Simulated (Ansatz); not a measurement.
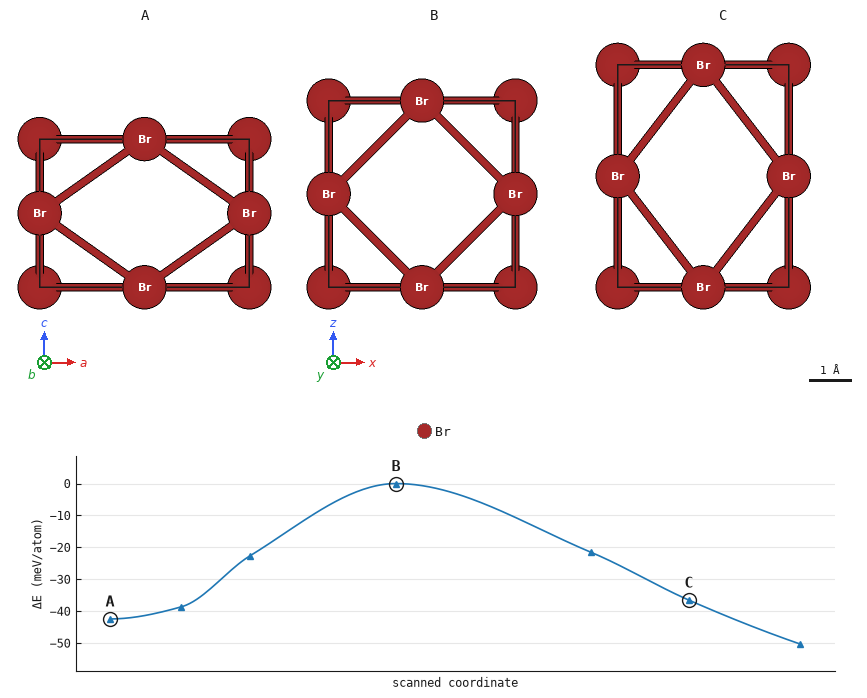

Frames of a one-coordinate scan of solid Br (Pm-3m). x, y and z are the Cartesian axes of the input. A ball-and-stick model of the cell of the calculation, seen along the b axis.

These are results of DFT PBE+D3(BJ), scalar-relativistic, plane waves, PAW in Ansatz 0.2.0, not measurements. (plane-wave cutoff 420 eV; k-point mesh 12 × 12 × 12; occupations gaussian; smearing width 0.15 eV; no spin polarisation). Energies (free energies at the smearing named) are counted from the relaxed crystal.

Q: What is being scanned?

A: The ratio of the cell's length along z to its lengths across, counted as 1 for the reference, is changed at fixed volume (a tetragonal or Bain path), with the atoms kept at their fractional coordinates. In the frames the relative ratio is 0.707 (A), 1.00 (B), 1.30 (C). Of the computed points the lowest is at the relative ratio 1.414, −50.3 meV/atom. A local maximum lies at 1.00 (0.0 meV/atom). The energy is still falling at the end of the range, so the minimum along this coordinate lies there or beyond. At the ends of the scan the energy is −42.4 meV/atom (0.707) and −50.3 meV/atom (1.414). The distortion takes the space group from Pm-3m to P4/mmm. At the relative ratio 1.414 the cell of the drawing goes a 4.481 → 3.992 Å, b 4.481 → 3.992 Å, c 4.481 → 5.645 Å.

Limits of the set-up: an odd number of electrons was run without spin polarisation, which fails if the electron would localise.
